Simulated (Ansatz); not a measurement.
Run report: AlN, single-point calculation (part 2 of 2)

The same run, continued: AlN (P6₃mc, 64 atoms in the cell); DFT PBE, scalar-relativistic, plane waves, PAW, no spin polarisation (Ansatz 0.2.0); cutoff 420 eV, 2×2×2 k-mesh, Gaussian smearing of 0.01 eV. The structure derives from an entry of the Crystallography Open Database.

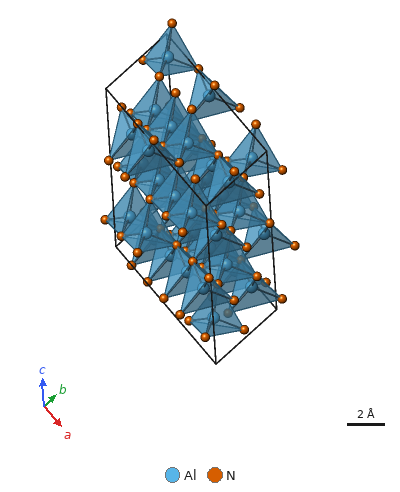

*The structure as given in the input (polyhedral view of the cell of the calculation, seen slightly off an axis; polyhedra are completed across the faces of the cell).*

Output, continued:
```
  k-point 1: bands = ["-7.8813", "-7.3423", "-7.3423", "-7.1788", "-7.1788", "-6.7352", "-6.7352", "-6.7352", "-6.7352", "-6.4497", "-6.1685", "-6.1685", "-6.0943", "-6.0943", "-6.0943", "-6.0862", "-6.0862", "-5.9884", "-5.9884", "-5.8113", "-5.8113", "-5.7567", "-5.7567", "-5.7567", "-5.7567", "-5.6128", "-5.6128", "-5.6128", "-5.5883", "-5.5883", "-5.5711", "-5.5711", "1.3414", "1.3414", "1.3414", "1.8232", "2.0225", "2.0225", "2.1626", "2.1626", "2.1626", "2.2128", "2.2128", "2.2128", "2.2128", "2.2130", "2.2130", "2.2305", "2.2305", "2.2460", "2.2460", "2.3394", "2.3394", "2.5514", "2.5514", "2.9946", "2.9946", "2.9946", "2.9946", "3.0607", "3.0607", "3.7243", "3.7243", "3.7841", "3.7841", "4.1238", "4.1238", "4.1238", "4.1238", "4.1879", "4.1879", "4.3291", "4.3291", "4.3372", "4.3372", "4.4177", "4.4177", "4.4177", "4.5298", "4.5298", "4.6580", "4.6580", "4.9079", "4.9079", "4.9079", "4.9079", "4.9374", "4.9374", "5.0625", "5.0625", "5.0625", "5.2073", "5.2073", "5.5459", "5.5459", "5.5503", "5.5503", "5.7235", "5.7235", "5.7235", "5.7235", "5.7250", "5.7250", "5.7408", "5.7655", "5.7655", "5.7655", "6.0217", "6.0217", "6.0217", "6.0675", "6.0675", "6.1896", "6.1897", "6.2130", "6.2130", "6.3179", "6.3179", "6.3209", "6.3209", "6.3209", "6.3209", "6.3451", "6.3451", "6.4572", "6.4572", "6.6421", "6.6422", "11.9475", "11.9581", "11.9581", "11.9581", "12.7680", "12.7680", "12.7910", "12.7910", "12.7910", "12.8665", "12.8665", "13.0632", "13.0632", "13.0848", "13.0848", "13.1076", "13.1076", "13.1076", "13.1076", "13.5703"]
  k-point 2: bands = ["-7.9190", "-7.3818", "-7.3818", "-7.0822", "-7.0822", "-6.6582", "-6.6360", "-6.6360", "-6.6360", "-6.6360", "-6.2930", "-6.2930", "-6.2504", "-6.2504", "-6.1016", "-6.1016", "-5.9269", "-5.8668", "-5.8668", "-5.8668", "-5.8668", "-5.8543", "-5.8543", "-5.8543", "-5.8543", "-5.6744", "-5.6744", "-5.4918", "-5.4886", "-5.4886", "-5.4534", "-5.4534", "1.2797", "1.6984", "1.6984", "1.6984", "1.6984", "1.8612", "1.8612", "1.9249", "1.9249", "1.9465", "1.9465", "2.0702", "2.0702", "2.0702", "2.0702", "2.1182", "2.4143", "2.4143", "2.9110", "2.9110", "2.9218", "2.9700", "2.9700", "2.9700", "2.9700", "3.0182", "3.0182", "3.3232", "3.4768", "3.4768", "3.5430", "3.5430", "3.5613", "3.5613", "3.5744", "3.5744", "4.0347", "4.0347", "4.0347", "4.0347", "4.1218", "4.1218", "4.4018", "4.4018", "4.5031", "4.5031", "4.6845", "4.6845", "4.6845", "4.6845", "5.0336", "5.1755", "5.1755", "5.2415", "5.3695", "5.3695", "5.3695", "5.3695", "5.3724", "5.3724", "5.4067", "5.4067", "5.4744", "5.4744", "5.5348", "5.5348", "5.6229", "5.6229", "5.7843", "5.7843", "5.8252", "5.8631", "5.8963", "5.8963", "5.9159", "5.9197", "5.9197", "5.9197", "5.9197", "5.9244", "5.9244", "5.9244", "5.9244", "5.9866", "5.9866", "5.9866", "5.9866", "6.2600", "6.2600", "6.3450", "6.5137", "6.5137", "6.5370", "6.5370", "6.7017", "6.8540", "11.8159", "12.5423", "12.5423", "12.6562", "12.6562", "12.7121", "12.7121", "12.7823", "12.7823", "12.7823", "12.7823", "12.9674", "12.9996", "12.9996", "13.2123", "13.3861", "13.3861", "13.3861", "13.3861", "13.5150"]
  k-point 3: bands = ["-7.9666", "-7.2564", "-7.2564", "-7.1231", "-7.1231", "-6.9462", "-6.5360", "-6.5360", "-6.5360", "-6.5360", "-6.4634", "-6.4634", "-6.2989", "-6.2989", "-6.1118", "-5.9781", "-5.9781", "-5.9781", "-5.9781", "-5.9527", "-5.7935", "-5.7890", "-5.7890", "-5.6559", "-5.6559", "-5.6246", "-5.6246", "-5.6017", "-5.5267", "-5.5229", "-5.4827", "-5.4827", "1.2220", "1.5868", "1.5868", "1.7260", "1.7483", "1.7483", "1.7483", "1.7483", "1.9221", "1.9221", "2.1069", "2.1069", "2.1326", "2.1326", "2.2159", "2.5151", "2.5428", "2.5428", "2.8802", "2.8802", "2.8802", "2.8802", "2.9451", "3.0870", "3.0870", "3.0995", "3.2253", "3.2503", "3.2503", "3.2531", "3.2531", "3.3326", "3.3377", "3.5921", "3.5921", "3.6004", "3.6004", "3.7992", "3.9607", "3.9607", "4.3253", "4.3647", "4.6003", "4.6368", "4.6368", "4.8251", "4.8340", "4.8340", "4.9186", "4.9186", "5.0036", "5.1611", "5.2086", "5.2086", "5.2086", "5.2086", "5.2506", "5.2506", "5.2506", "5.2506", "5.3581", "5.3581", "5.4913", "5.6048", "5.6048", "5.7520", "5.7555", "5.7555", "5.7555", "5.7555", "5.7566", "5.7566", "5.7655", "5.7655", "5.7655", "5.7655", "5.7675", "5.8612", "5.9536", "5.9536", "6.0098", "6.0098", "6.1466", "6.1466", "6.1750", "6.1750", "6.1851", "6.1949", "6.1949", "6.2124", "6.2861", "6.2861", "6.4328", "6.4328", "6.6822", "6.8780", "11.6436", "12.0365", "12.5277", "12.5277", "12.5277", "12.5277", "12.5754", "12.7128", "12.7128", "12.9576", "12.9576", "13.1046", "13.1046", "13.4254", "13.4254", "13.4885", "13.4885", "13.5243", "13.5798", "13.5798"]
```

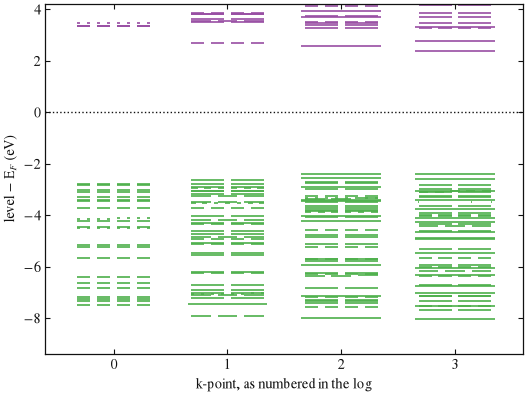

*Kohn–Sham levels near the Fermi level (dotted) at the few k-points that the log prints; levels within 0.02 eV of each other stand side by side.*

Among these points the highest filled and lowest empty levels are 4.77 eV apart, which is the gap on the mesh.

This output came from the following input.

Input file:
```yaml
crystal:
  lattice:
    - [1.565122784, 8.132616546, 5.0179604223]
    - [-1.565122784, -8.132616546, 5.0179604223]
    - [7.8256139201, -2.710872182, -5.0179604223]
  atoms:
    - { symbol: Al, position: [0.8329476564, 0.2496143231, 0.0833333333] }
    - { symbol: Al, position: [0.5829476564, 0.1246143231, 0.7083333333] }
    - { symbol: Al, position: [0.5829476564, 0.8746143231, 0.4583333333] }
    - { symbol: Al, position: [0.5829476564, 0.6246143231, 0.2083333333] }
    - { symbol: Al, position: [0.0829476564, 0.1246143231, 0.2083333333] }
    - { symbol: Al, position: [0.5829476564, 0.3746143231, 0.9583333333] }
    - { symbol: Al, position: [0.0829476564, 0.8746143231, 0.9583333333] }
    - { symbol: Al, position: [0.8329476564, 0.9996143231, 0.8333333333] }
    - { symbol: Al, position: [0.8329476564, 0.7496143231, 0.5833333333] }
    - { symbol: Al, position: [0.3329476564, 0.2496143231, 0.5833333333] }
    - { symbol: Al, position: [0.8329476564, 0.4996143231, 0.3333333333] }
    - { symbol: Al, position: [0.3329476564, 0.9996143231, 0.3333333333] }
    - { symbol: Al, position: [0.3329476564, 0.7496143231, 0.0833333333] }
    - { symbol: Al, position: [0.0829476564, 0.6246143231, 0.7083333333] }
    - { symbol: Al, position: [0.0829476564, 0.3746143231, 0.4583333333] }
    - { symbol: Al, position: [0.3329476564, 0.4996143231, 0.8333333333] }
    - { symbol: Al, position: [0.6662809898, 0.1246143231, 0.2916666667] }
    - { symbol: Al, position: [0.4162809898, 0.9996143231, 0.9166666667] }
    - { symbol: Al, position: [0.4162809898, 0.7496143231, 0.6666666667] }
    - { symbol: Al, position: [0.4162809898, 0.4996143231, 0.4166666667] }
    - { symbol: Al, position: [0.9162809898, 0.9996143231, 0.4166666667] }
    - { symbol: Al, position: [0.4162809898, 0.2496143231, 0.1666666667] }
    - { symbol: Al, position: [0.9162809898, 0.7496143231, 0.1666666667] }
    - { symbol: Al, position: [0.6662809898, 0.8746143231, 0.0416666667] }
    - { symbol: Al, position: [0.6662809898, 0.6246143231, 0.7916666667] }
    - { symbol: Al, position: [0.1662809898, 0.1246143231, 0.7916666667] }
    - { symbol: Al, position: [0.6662809898, 0.3746143231, 0.5416666667] }
    - { symbol: Al, position: [0.1662809898, 0.8746143231, 0.5416666667] }
    - { symbol: Al, position: [0.1662809898, 0.6246143231, 0.2916666667] }
    - { symbol: Al, position: [0.9162809898, 0.4996143231, 0.9166666667] }
    - { symbol: Al, position: [0.9162809898, 0.2496143231, 0.6666666667] }
    - { symbol: Al, position: [0.1662809898, 0.3746143231, 0.0416666667] }
    - { symbol: "N", position: [0.5237190102, 0.9403856769, 0.0833333333] }
    - { symbol: "N", position: [0.2737190102, 0.8153856769, 0.7083333333] }
    - { symbol: "N", position: [0.2737190102, 0.5653856769, 0.4583333333] }
    - { symbol: "N", position: [0.2737190102, 0.3153856769, 0.2083333333] }
    - { symbol: "N", position: [0.7737190102, 0.8153856769, 0.2083333333] }
    - { symbol: "N", position: [0.2737190102, 0.0653856769, 0.9583333333] }
    - { symbol: "N", position: [0.7737190102, 0.5653856769, 0.9583333333] }
    - { symbol: "N", position: [0.5237190102, 0.6903856769, 0.8333333333] }
    - { symbol: "N", position: [0.5237190102, 0.4403856769, 0.5833333333] }
    - { symbol: "N", position: [0.0237190102, 0.9403856769, 0.5833333333] }
    - { symbol: "N", position: [0.5237190102, 0.1903856769, 0.3333333333] }
    - { symbol: "N", position: [0.0237190102, 0.6903856769, 0.3333333333] }
    - { symbol: "N", position: [0.0237190102, 0.4403856769, 0.0833333333] }
    - { symbol: "N", position: [0.7737190102, 0.3153856769, 0.7083333333] }
    - { symbol: "N", position: [0.7737190102, 0.0653856769, 0.4583333333] }
    - { symbol: "N", position: [0.0237190102, 0.1903856769, 0.8333333333] }
    - { symbol: "N", position: [0.8570523436, 0.3153856769, 0.2916666667] }
    - { symbol: "N", position: [0.6070523436, 0.1903856769, 0.9166666667] }
    - { symbol: "N", position: [0.6070523436, 0.9403856769, 0.6666666667] }
    - { symbol: "N", position: [0.6070523436, 0.6903856769, 0.4166666667] }
    - { symbol: "N", position: [0.1070523436, 0.1903856769, 0.4166666667] }
    - { symbol: "N", position: [0.6070523436, 0.4403856769, 0.1666666667] }
    - { symbol: "N", position: [0.1070523436, 0.9403856769, 0.1666666667] }
    - { symbol: "N", position: [0.8570523436, 0.0653856769, 0.0416666667] }
    - { symbol: "N", position: [0.8570523436, 0.8153856769, 0.7916666667] }
    - { symbol: "N", position: [0.3570523436, 0.3153856769, 0.7916666667] }
    - { symbol: "N", position: [0.8570523436, 0.5653856769, 0.5416666667] }
    - { symbol: "N", position: [0.3570523436, 0.0653856769, 0.5416666667] }
    - { symbol: "N", position: [0.3570523436, 0.8153856769, 0.2916666667] }
    - { symbol: "N", position: [0.1070523436, 0.6903856769, 0.9166666667] }
    - { symbol: "N", position: [0.1070523436, 0.4403856769, 0.6666666667] }
    - { symbol: "N", position: [0.3570523436, 0.5653856769, 0.0416666667] }
basis:
  ecutwfc: 420
  xc_grid: 2
kpoints:
  mp_grid: { grid: [2, 2, 2], shift: [0.5, 0.5, 0.5] }
hamiltonian:
  xc: pbe
scf:
  occupations: { method: gaussian, width: 0.01 }
output:
  forces: true
  stress: true
  eigenvalues: true
```

Run as:
```bash
ansatz run input.yaml --threads 4 --pin off --max-ram 10240MiB --backend cpu --events-out ev --progress --plain --runs-dir out
```

Key numbers:

| quantity | value |
| --- | --- |
| outcome | converged |
| space group (tolerance 0.01 Å) | P6₃mc (186) |
| electrons treated | 256 |
| free energy | −29576.1263 eV |
| Fermi energy | 9.261 eV |
| gap on the k-point mesh | 4.77 eV |
| pressure | 0.00 GPa |
| largest force (length of the vector) | under 0.001 eV/Å |
| hardware | 4 threads of Arm Neoverse V1, 24 GiB of memory available, shared host |
| wall time | 19 s (CPU time 74 s) |
| peak memory | 2.5 GiB |
